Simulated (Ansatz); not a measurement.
A periodic structure is given below.

```cif
data_structure
_symmetry_space_group_name_H-M 'P 1'
_symmetry_Int_Tables_number 1
_cell_length_a 5.8982
_cell_length_b 6.0694
_cell_length_c 6.0694
_cell_angle_alpha 89.927
_cell_angle_beta 89.951
_cell_angle_gamma 90.049
_cell_volume 217.28
loop_
_atom_site_label
_atom_site_type_symbol
_atom_site_fract_x
_atom_site_fract_y
_atom_site_fract_z
_atom_site_occupancy
Cs1 Cs 0.00000 0.00000 0.00000 1
Cs2 Cs 0.50000 0.50000 0.50000 1
```

Q: Give a crystallographic description of this input.

A: The element is caesium. Strictly the space group is I4/mmm (No. 139, within 0.01 Å). It is a distorted form of a body-centred cubic structure, space group Im-3m (No. 229) within 0.25 Å: body-centred cubic (W type). The cell holds two atoms. Cs bonds to eight Cs in a cubic arrangement at 5.20 to 5.21 Å. The bonds build a three-dimensional framework.

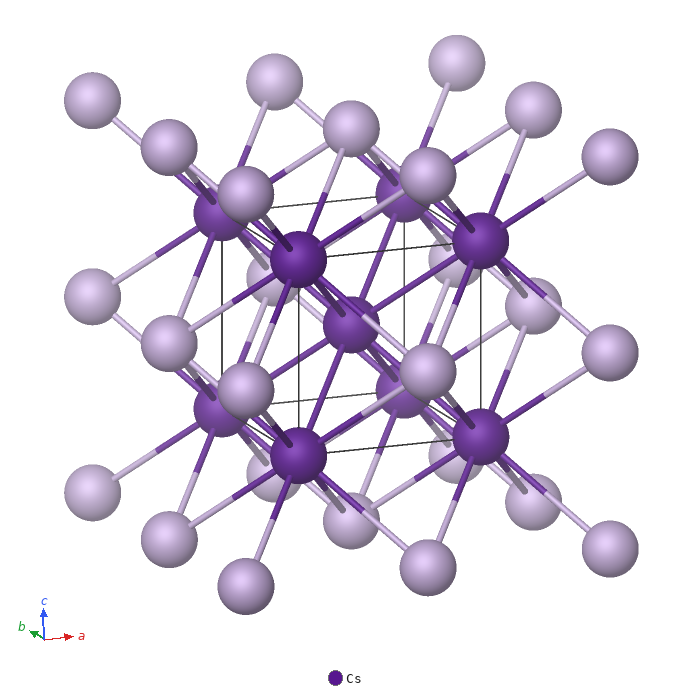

Drawn in the ball-and-stick manner and seen slightly off an axis. The drawn cell (a repeat of the simulation cell) is drawn as a box. Neighbours across the faces are drawn wherever a bond reaches them, in fainter colours. Colours: caesium purple.

The initial geometry was a structure listed in the Materials Project. It is drawn as it came out of a relaxation with DFT PBEsol, scalar-relativistic, plane waves, PAW (Ansatz 0.2.0).
